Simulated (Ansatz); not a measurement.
Single-point calculation of MoS2 (part 2 of 3)

Continued. System: MoS2 (R-3m, 3 atoms in the cell). Method: DFT r2SCAN+U, scalar-relativistic, plane waves, PAW, Ueff = 4 eV on Mo atom 1 d, spin-polarised (Ansatz 0.2.0); cutoff 500 eV, 7×7×7 k-mesh, Gaussian smearing of 0.05 eV, collinear spins. The structure derives from an entry of the Crystallography Open Database. It belongs to a series of runs on one base structure; here: random orbitals: harmonics, high filling.

Geometry of the input (Å; fractional positions):
```
1.5855  0.9154  6.1150
-1.5855  0.9154  6.1150
0.0000  -1.8308  6.1150
Mo 0.0000  0.0000  0.0000
S  0.7500  0.7500  0.7500
S  0.2500  0.2500  0.2500
```

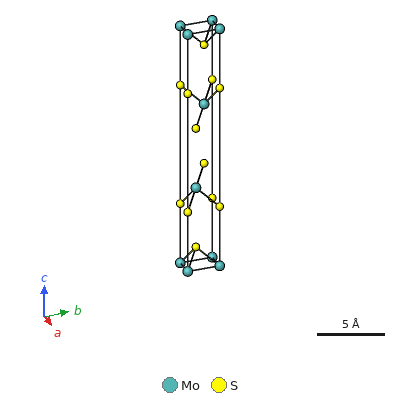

**Figure 1.** The input geometry (ball-and-stick view of the cell 3 times as large as that of the calculation, set on its symmetry axes, seen slightly off an axis). An atom can appear more than once, as a periodic image.

## Log, continued
```
SCF iter   1: F=—  HF=-6775.295516 eV  |F-HF|=—  |Δ(HF+E_count)|=         —  Δρ=7.98e-2 (↑7.98e-2 ↓4.36e-2)  dr2=1.12e1  dr2_τ=1.64e-1  dr2_m=5.85e-1  M=1.416 μB ∫|m|=1.550 μB  β_m=0.30  ethr=3.10e-3  ⟨swp⟩=6.1  Hψ=20235  notcnv=0
preconditioner: auto → Kerker (q_TF=auto, 2.421 Å⁻¹)  [metal: Δε(μ)=0.034 eV  Ē_g=10.882 eV  σ=0.050 eV  W_gap=0.36  n_scr=16 (ndim 8)  ℏωp=21.6 eV  f_vac=0.002  D(μ)=0.87/eV (n_scr^D=2)]
spin=Collinear: Kerker preconditioning applied to the charge; magnetization (m = ρ↑ − ρ↓) channel mixes plain (no charge-response kernel on spin).
SCF iter   2: F=—  HF=-6773.828219 eV  |F-HF|=—  |Δ(HF+E_count)|=    1.47e0  Δρ=4.91e-2 (↑4.91e-2 ↓3.05e-2)  dr2=3.86e0  dr2_τ=2.69e-2  dr2_m=2.59e-1  M=1.454 μB ∫|m|=1.609 μB  β_m=0.30  ethr=3.10e-3  ⟨swp⟩=3.2  Hψ=8658  notcnv=0  defer=139  κ⁻¹=1.0e0(r=1)
SCF iter   3: F=—  HF=-6773.184828 eV  |F-HF|=—  |Δ(HF+E_count)|=   6.43e-1  Δρ=2.16e-2 (↑1.39e-2 ↓2.16e-2)  dr2=2.32e-1  dr2_τ=5.52e-2  dr2_m=1.04e-1  M=1.407 μB ∫|m|=1.634 μB  β_m=0.30  ethr=3.10e-3  ⟨swp⟩=3.1  Hψ=8091  notcnv=0  defer=139  κ⁻¹=7.7e-4(r=2)
SCF iter   4: F=—  HF=-6773.442317 eV  |F-HF|=—  |Δ(HF+E_count)|=   2.57e-1  Δρ=2.36e-2 (↑2.36e-2 ↓1.39e-2)  dr2=8.94e-1  dr2_τ=1.58e-2  dr2_m=7.00e-2  M=1.473 μB ∫|m|=1.649 μB  β_m=0.30  ethr=8.93e-4  ⟨swp⟩=3.0  Hψ=8886  notcnv=0  defer=121  κ⁻¹=1.8e-4(r=3)
SCF iter   5: F=—  HF=-6773.302823 eV  |F-HF|=—  |Δ(HF+E_count)|=   1.39e-1  Δρ=8.86e-3 (↑7.78e-3 ↓8.86e-3)  dr2=1.17e-2  dr2_τ=8.92e-3  dr2_m=3.24e-2  M=1.435 μB ∫|m|=1.641 μB  β_m=1.00  ethr=8.93e-4  ⟨swp⟩=3.1  Hψ=7613  notcnv=0  defer=117  κ⁻¹=1.8e-5(r=4)
SCF iter   6: F=—  HF=-6773.347164 eV  |F-HF|=—  |Δ(HF+E_count)|=   4.43e-2  Δρ=1.95e-3 (↑1.95e-3 ↓1.71e-3)  dr2=1.86e-3  dr2_τ=2.59e-4  dr2_m=1.38e-3  M=1.454 μB ∫|m|=1.664 μB  β_m=1.00  ethr=4.51e-5  ⟨swp⟩=2.1  Hψ=8117  notcnv=0  defer=120  κ⁻¹=1.4e-5(r=5)
SCF iter   7: F=—  HF=-6773.347960 eV  |F-HF|=—  |Δ(HF+E_count)|=   7.96e-4  Δρ=7.31e-4 (↑7.31e-4 ↓6.52e-4)  dr2=7.17e-4  dr2_τ=1.23e-5  dr2_m=9.33e-5  M=1.458 μB ∫|m|=1.669 μB  β_m=1.00  ethr=7.14e-6  ⟨swp⟩=2.0  Hψ=6377  notcnv=0  defer=120  κ⁻¹=1.2e-6(r=6)
SCF iter   8: F=—  HF=-6773.347614 eV  |F-HF|=—  |Δ(HF+E_count)|=   3.46e-4  Δρ=4.62e-4 (↑3.69e-4 ↓4.62e-4)  dr2=5.41e-4  dr2_τ=1.72e-5  dr2_m=1.06e-5  M=1.455 μB ∫|m|=1.666 μB  β_m=1.20  ethr=2.76e-6  ⟨swp⟩=2.0  Hψ=6013  notcnv=0  defer=120
Mixer restart at iter 8: flushing history
spin-set hold released at iteration 8 (site moments contracting): the magnetisation degrees of freedom join the quasi-Newton model from the next iteration; the mixer history was flushed
SCF iter   9: F=—  HF=-6773.347471 eV  |F-HF|=—  |Δ(HF+E_count)|=   1.43e-4  Δρ=2.93e-4 (↑1.94e-4 ↓2.93e-4)  dr2=1.56e-4  dr2_τ=1.75e-6  dr2_m=3.74e-6  M=1.454 μB ∫|m|=1.663 μB  β_m=1.20  ethr=2.08e-6  ⟨swp⟩=1.2  Hψ=3727  notcnv=0  defer=119  κ⁻¹=1.0e0(r=1)
SCF iter  10: F=—  HF=-6773.347502 eV  |F-HF|=—  |Δ(HF+E_count)|=   3.08e-5  Δρ=1.34e-4 (↑1.20e-4 ↓1.34e-4)  dr2=3.00e-5  dr2_τ=3.52e-7  dr2_m=9.18e-7  M=1.452 μB ∫|m|=1.659 μB  β_m=1.20  ethr=5.99e-7  ⟨swp⟩=2.0  Hψ=5290  notcnv=0  defer=119  κ⁻¹=7.0e-2(r=2)
SCF iter  11: F=—  HF=-6773.347544 eV  |F-HF|=—  |Δ(HF+E_count)|=   4.24e-5  Δρ=8.20e-5 (↑8.16e-5 ↓8.20e-5)  dr2=1.55e-5  dr2_τ=1.22e-7  dr2_m=1.75e-7  M=1.451 μB ∫|m|=1.657 μB  β_m=1.20  ethr=1.15e-7  ⟨swp⟩=2.2  Hψ=5989  notcnv=0  defer=119  κ⁻¹=7.3e-3(r=3)
SCF iter  12: F=—  HF=-6773.347573 eV  |F-HF|=—  |Δ(HF+E_count)|=   2.94e-5  Δρ=3.12e-5 (↑2.86e-5 ↓3.12e-5)  dr2=2.94e-6  dr2_τ=1.95e-8  dr2_m=5.10e-8  M=1.448 μB ∫|m|=1.653 μB  β_m=1.20  ethr=5.98e-8  ⟨swp⟩=2.0  Hψ=6103  notcnv=0  defer=119  κ⁻¹=7.1e-4(r=4)
SCF iter  13: F=—  HF=-6773.347571 eV  |F-HF|=—  |Δ(HF+E_count)|=   2.11e-6  Δρ=2.53e-5 (↑2.13e-5 ↓2.53e-5)  dr2=1.45e-6  dr2_τ=1.26e-8  dr2_m=4.89e-8  M=1.448 μB ∫|m|=1.653 μB  β_m=1.20  ethr=1.13e-8  ⟨swp⟩=1.5  Hψ=4706  notcnv=0  defer=119  κ⁻¹=7.2e-8(r=5)
Mixer restart at iter 13: flushing history
SCF iter  14: F=-6775.713950 eV  HF=-6773.347572 eV  |F-HF|=2.37e0  |Δ(HF+E_count)|=         —  Δρ=2.54e-5 (↑2.13e-5 ↓2.54e-5)  dr2=1.49e-6  dr2_τ=1.26e-8  dr2_m=4.95e-8  M=1.448 μB ∫|m|=1.653 μB  β_m=1.20  ethr=5.59e-9  ⟨swp⟩=1.0  Hψ=3481  notcnv=0  defer=119
SCF iter  15: F=-6775.925540 eV  HF=-6774.611065 eV  |F-HF|=1.31e0  |Δ(HF+E_count)|=    1.26e0  Δρ=6.29e-3 (↑6.29e-3 ↓5.40e-3)  dr2=1.57e-1  dr2_τ=1.67e-3  dr2_m=1.84e-3  M=1.380 μB ∫|m|=1.627 μB  β_m=1.20  ethr=5.59e-9  ⟨swp⟩=5.9  Hψ=12822  notcnv=0  defer=119  κ⁻¹=1.0e0(r=1)
SCF iter  16: F=-6775.965383 eV  HF=-6775.845856 eV  |F-HF|=1.20e-1  |Δ(HF+E_count)|=    1.23e0  Δρ=1.17e-2 (↑1.17e-2 ↓7.16e-3)  dr2=4.33e-1  dr2_τ=7.31e-4  dr2_m=4.81e-3  M=1.407 μB ∫|m|=1.693 μB  β_m=0.39  ethr=5.59e-9  ⟨swp⟩=5.4  Hψ=16370  notcnv=0  defer=115  κ⁻¹=6.4e-2(r=2)
SCF iter  17: F=-6776.363834 eV  HF=-6776.267944 eV  |F-HF|=9.59e-2  |Δ(HF+E_count)|=   4.22e-1  Δρ=6.70e-3 (↑6.65e-3 ↓6.70e-3)  dr2=3.48e-2  dr2_τ=1.35e-3  dr2_m=1.07e-2  M=1.526 μB ∫|m|=1.823 μB  β_m=1.20  ethr=5.59e-9  ⟨swp⟩=6.1  Hψ=17501  notcnv=0  defer=105  κ⁻¹=1.4e-2(r=3)
SCF iter  18: F=-6776.403795 eV  HF=-6776.378878 eV  |F-HF|=2.49e-2  |Δ(HF+E_count)|=   1.11e-1  Δρ=4.84e-3 (↑4.84e-3 ↓3.87e-3)  dr2=1.95e-2  dr2_τ=5.47e-4  dr2_m=2.71e-3  M=1.590 μB ∫|m|=1.868 μB  β_m=1.20  ethr=5.59e-9  ⟨swp⟩=5.3  Hψ=14466  notcnv=0  defer=106  κ⁻¹=7.6e-3(r=4)
SCF iter  19: F=-6776.420202 eV  HF=-6776.415079 eV  |F-HF|=5.12e-3  |Δ(HF+E_count)|=   3.62e-2  Δρ=3.22e-3 (↑3.22e-3 ↓1.81e-3)  dr2=9.33e-3  dr2_τ=1.94e-4  dr2_m=1.19e-3  M=1.642 μB ∫|m|=1.919 μB  β_m=1.20  ethr=5.59e-9  ⟨swp⟩=5.2  Hψ=13349  notcnv=0  defer=106  κ⁻¹=5.8e-3(r=5)
SCF iter  20: F=-6776.432404 eV  HF=-6776.431188 eV  |F-HF|=1.22e-3  |Δ(HF+E_count)|=   1.61e-2  Δρ=1.11e-3 (↑1.05e-3 ↓1.11e-3)  dr2=1.56e-3  dr2_τ=2.22e-5  dr2_m=2.75e-5  M=1.701 μB ∫|m|=1.978 μB  β_m=1.20  ethr=5.59e-9  ⟨swp⟩=5.5  Hψ=13730  notcnv=0  defer=104  κ⁻¹=6.9e-4(r=6)
SCF iter  21: F=-6776.432910 eV  HF=-6776.432242 eV  |F-HF|=6.68e-4  |Δ(HF+E_count)|=   1.05e-3  Δρ=8.39e-4 (↑8.39e-4 ↓7.05e-4)  dr2=7.15e-4  dr2_τ=1.25e-5  dr2_m=7.66e-5  M=1.706 μB ∫|m|=1.987 μB  β_m=1.20  ethr=5.59e-9  ⟨swp⟩=4.2  Hψ=10448  notcnv=0  defer=103  κ⁻¹=3.9e-4(r=7)
SCF iter  22: F=-6776.433865 eV  HF=-6776.433661 eV  |F-HF|=2.04e-4  |Δ(HF+E_count)|=   1.42e-3  Δρ=3.64e-4 (↑3.64e-4 ↓3.47e-4)  dr2=1.03e-4  dr2_τ=6.13e-6  dr2_m=3.42e-5  M=1.729 μB ∫|m|=2.015 μB  β_m=1.20  ethr=5.59e-9  ⟨swp⟩=4.0  Hψ=10075  notcnv=0  defer=103  κ⁻¹=6.7e-5(r=8)
SCF iter  23: F=-6776.434110 eV  HF=-6776.434037 eV  |F-HF|=7.30e-5  |Δ(HF+E_count)|=   3.76e-4  Δρ=2.12e-4 (↑2.12e-4 ↓2.06e-4)  dr2=4.29e-5  dr2_τ=1.05e-6  dr2_m=1.60e-6  M=1.741 μB ∫|m|=2.030 μB  β_m=1.20  ethr=5.59e-9  ⟨swp⟩=3.9  Hψ=10204  notcnv=0  defer=103  κ⁻¹=1.5e-5(r=8)
SCF iter  24: F=-6776.434167 eV  HF=-6776.434137 eV  |F-HF|=3.08e-5  |Δ(HF+E_count)|=   9.92e-5  Δρ=1.32e-4 (↑1.32e-4 ↓1.18e-4)  dr2=1.59e-5  dr2_τ=3.38e-7  dr2_m=6.61e-7  M=1.744 μB ∫|m|=2.035 μB  β_m=1.20  ethr=5.59e-9  ⟨swp⟩=3.1  Hψ=8007  notcnv=0  defer=103  κ⁻¹=1.1e-5(r=8)
SCF iter  25: F=-6776.434201 eV  HF=-6776.434196 eV  |F-HF|=5.50e-6  |Δ(HF+E_count)|=   5.93e-5  Δρ=6.06e-5 (↑6.06e-5 ↓4.80e-5)  dr2=2.02e-6  dr2_τ=6.27e-8  dr2_m=2.28e-7  M=1.748 μB ∫|m|=2.041 μB  β_m=1.20  ethr=5.59e-9  ⟨swp⟩=3.1  Hψ=8118  notcnv=0  defer=103  κ⁻¹=2.4e-5(r=8)
SCF iter  26: F=-6776.434205 eV  HF=-6776.434202 eV  |F-HF|=2.77e-6  |Δ(HF+E_count)|=   6.17e-6  Δρ=4.74e-5 (↑4.74e-5 ↓3.81e-5)  dr2=1.46e-6  dr2_τ=3.32e-8  dr2_m=3.58e-8  M=1.748 μB ∫|m|=2.043 μB  β_m=1.20  ethr=5.59e-9  ⟨swp⟩=2.0  Hψ=5983  notcnv=0  defer=103  κ⁻¹=1.4e-5(r=8)
SCF iter  27: F=-6776.434207 eV  HF=-6776.434206 eV  |F-HF|=1.03e-6  |Δ(HF+E_count)|=   4.22e-6  Δρ=2.51e-5 (↑2.51e-5 ↓2.26e-5)  dr2=5.07e-7  dr2_τ=5.90e-9  dr2_m=2.88e-8  M=1.748 μB ∫|m|=2.043 μB  β_m=1.20  ethr=5.59e-9  ⟨swp⟩=2.0  Hψ=6086  notcnv=0  defer=103  κ⁻¹=8.7e-6(r=8)
SCF iter  28: F=-6776.434209 eV  HF=-6776.434208 eV  |F-HF|=2.98e-7  |Δ(HF+E_count)|=   2.02e-6  Δρ=1.50e-5 (↑1.50e-5 ↓1.23e-5)  dr2=1.88e-7  dr2_τ=2.75e-9  dr2_m=8.36e-9  M=1.749 μB ∫|m|=2.044 μB  β_m=1.20  ethr=1.95e-9  ⟨swp⟩=2.1  Hψ=6138  notcnv=0  defer=103  κ⁻¹=6.9e-5(r=8)
SCF iter  29: F=-6776.434209 eV  HF=-6776.434209 eV  |F-HF|=1.50e-7  |Δ(HF+E_count)|=   4.33e-7  Δρ=1.16e-5 (↑1.16e-5 ↓8.55e-6)  dr2=9.81e-8  dr2_τ=1.42e-9  dr2_m=7.89e-9  M=1.749 μB ∫|m|=2.044 μB  β_m=1.20  ethr=3.85e-10  ⟨swp⟩=13.1  Hψ=26802  notcnv=0  κ⁻¹=6.6e-5(r=8)
iter 30 did not close the SCF: its close was put off for a magnetic moment that had not settled (scf_convergence_deferred on its scf_iter line)
SCF iter  30: F=-6776.434209 eV  HF=-6776.434209 eV  |F-HF|=4.49e-8  |Δ(HF+E_count)|=   3.07e-7  Δρ=7.81e-6 (↑7.81e-6 ↓5.37e-6)  dr2=4.28e-8  dr2_τ=5.08e-10  dr2_m=3.35e-9  M=1.749 μB ∫|m|=2.044 μB  β_m=1.20  ethr=3.77e-10  ⟨swp⟩=9.8  Hψ=24334  notcnv=0  κ⁻¹=8.0e-5(r=8)
SCF iter  31: F=-6776.434209 eV  HF=-6776.434209 eV  |F-HF|=3.46e-8  |Δ(HF+E_count)|=   9.03e-8  Δρ=6.02e-6 (↑6.02e-6 ↓3.90e-6)  dr2=2.54e-8  dr2_τ=2.52e-10  dr2_m=9.92e-10  M=1.749 μB ∫|m|=2.044 μB  ethr=1.65e-10  ⟨swp⟩=6.5  Hψ=22211  notcnv=0
WARN: hamiltonian.hubbard: on 1 of 2 specified blocks the occupation matrix of this SCF's result fails the test of the specified filling. At site 0 ↑ (sites count from 0 in the list of atoms of the cell that this SCF solves) the least filled combination of the orbitals specified full has occupation 0.638, and the fullest combination of the orbitals specified empty has occupation 0.819; the filling counts as kept where the first is at least 0.75 and exceeds the second by more than 0.25. The state of this SCF's result may not hold the specified filling, though these bounds can also misjudge a state that does. This warning does not say which state is lower in energy, or whether the specified filling is a self-consistent state at all; see hamiltonian.hubbard.sites[].starting_ns, Limitations, and scf.initial_density.shell_occupations in the input reference
SCF 1 converged in 31 iterations: F = -6776.434209 eV  dr2 = 2.54e-8
  greatest PAW one-centre occupation: 0.997 electrons in one spin orbital (limit 2), on the Mo atom at site 0 (counted from 0), in its partial waves of l = 0
this state was not tested for a lower state beside it, because the mixer in use, unlike msr1, does not test its closes by its own steps (another_mixer; see scf.mixing.algorithm and scf.lower_state_search)
SCF converged after 31 iterations
Magnetization: 1.7486 μB (13.8743 up, 12.1257 down)
Absolute magnetization: 2.0445 μB (∫|ρ↑−ρ↓|, with the PAW one-centre terms)
Spin contamination: 0.1550 ħ² per cell (⟨S²⟩ above its minimum at these occupations)
Per-site moments (μB) at R_I (Å): [(1.3336027213415946, 0.9838642517170558), (-0.040423276669559124, 0.9838642517170562), (-0.040423276669559145, 0.9838642517170558)]
Free energy (F): -6776.434209 eV
Harris-Foulkes:  -6776.434209 eV  (|F-HF|=3.46e-8)
Internal energy: -6776.432797 eV  (E = F + TS)
E sigma→0 (E₀):  -6776.433503 eV
Entropy (-TS):   -0.001412 eV (-0.471 meV/atom)
Fermi energy:    10.913689 eV
--- Per-component energies (eV) ---
  E_band       = -174.274833
  E_kinetic    = 661.719053
  E_local      = -1979.456732  (includes V_loc(G=0)·N_el)
  E_nonlocal   = 200.909607
  E_hartree    = 761.648361
  E_xc         = -364.549425
  E_vxc        = -448.347949  (∫ρ·V_xc dr)
  E_hubbard    = 3.790727  (on-site DFT+U / exact-exchange correction)
  E_vhub       = -2.361471  (the Hubbard potential's part of the band-sum identity)
  E_paw        = -4437.113598  (= ΣΔE_a)
  E_vpaw       = -155.733358  (= ΣTr[D̂ρ^β])
  E_aug_tail   = 0.000008  (compensation charges beyond the density's cutoff)
  E_vtau       = 25.698275  (kinetic-family band-sum trace: ∫τ·v_τ [+ j·A + Jᵃ·Aᵃ] dr)
  E_ewald      = -1622.940059
  E_core_change = -0.440737  (= ΣΔE_core)
  E_smearing   = -0.001412  (= −TS)
  E_closure    = -0.000000  (closes the sum)
  Σ components = -6776.434209   (vs F -6776.434209, Δ=0.00e0)
--- Specified on-site occupations, and those of the state reported ---
  electrons in the specified blocks: 2.1000 specified, 4.9713 found
  site 0 (l=d) ↑: largest change of an orbital's occupation 0.8270; electrons 2.0000 specified, 3.4039 found; spectral distance 0.8592
  site 0 (l=d) ↓: largest change of an orbital's occupation 0.4260; electrons 0.1000 specified, 1.5675 found; spectral distance 0.7001
--- Forces (eV/Å), atoms counted from 1 ---
  atom   1  Mo     0.00000000     0.00000000     0.00000000
  atom   2  S      0.00000000     0.00028978     1.23433841
  atom   3  S      0.00000000    -0.00028978    -1.23433841
  max |Σ_I F_I| component: 0.00e0 eV/Å
--- Stress (GPa, compression-positive) ---
       22.856841       0.000000       0.000000
        0.000000      22.841808       0.002821
        0.000000       0.002805      12.046111
  P = ⅓ Tr σ = 19.2483 GPa (192.483 kbar)
--- Band table (eV; the first three rows and the last of 200) ---
```
